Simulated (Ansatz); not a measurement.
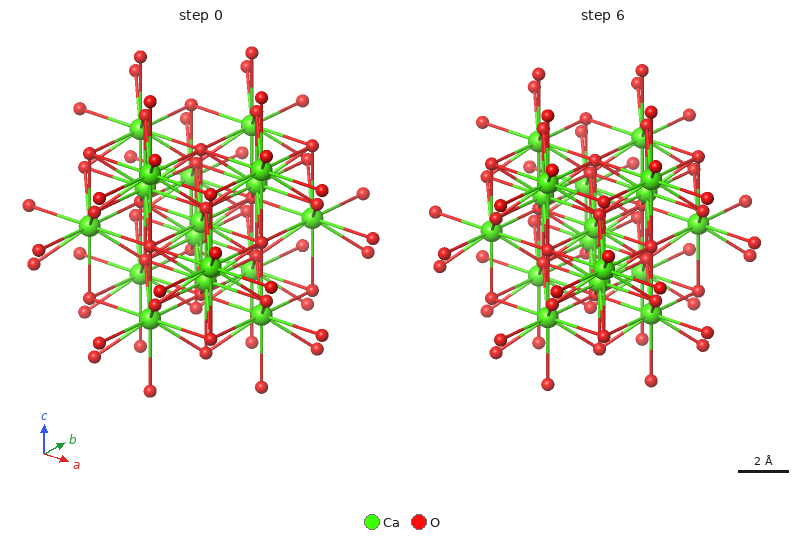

The structure of solid CaO (a generated structure, set up in Fd-3m) (coarse preliminary run) before (left) and after (right) a relaxation, at one scale.

The picture is a ball-and-stick view of the conventional cell (4 times the calculation's cell), seen from a free direction. Lengths and directions refer to the drawn axes.

Theory: DFT PBE, scalar-relativistic, plane waves, PAW (Ansatz 0.2.0). (plane-wave cutoff 420 eV; k-point mesh 6 × 6 × 6; occupations gaussian; smearing width 0.1 eV; no spin polarisation; cell and atoms relaxed; force threshold 0.04 eV/Å; at most 70 steps)

> Describe what moved and what it gained.

The energy falls by 142 meV per atom in 4 accepted moves (6 points after the start). All forces vanish by symmetry, so only the cell relaxes. Pressure: −11.33 GPa at the start and −0.01 GPa at the end. At 2 points the geometry stayed and the basis and grid were re-selected for the new cell (energy shift of 2.9 meV per atom at most each time). No atom moves by more than 0.005 Å relative to the cell. Cell: a = b = c 6.392 → 5.932 Å (−7.2 %). Volume −20.1 %. Near-neighbour distances that change, for instance: Ca–O 3.196 → 2.966 Å, Ca–O 2.768 → 2.569 Å, Ca–Ca 2.768 → 2.569 Å. The space group stays Fd-3m (No. 227). The run took 22 s on 1 thread of AMD EPYC (Zen 3) (shared host), peak memory 0.34 GiB.
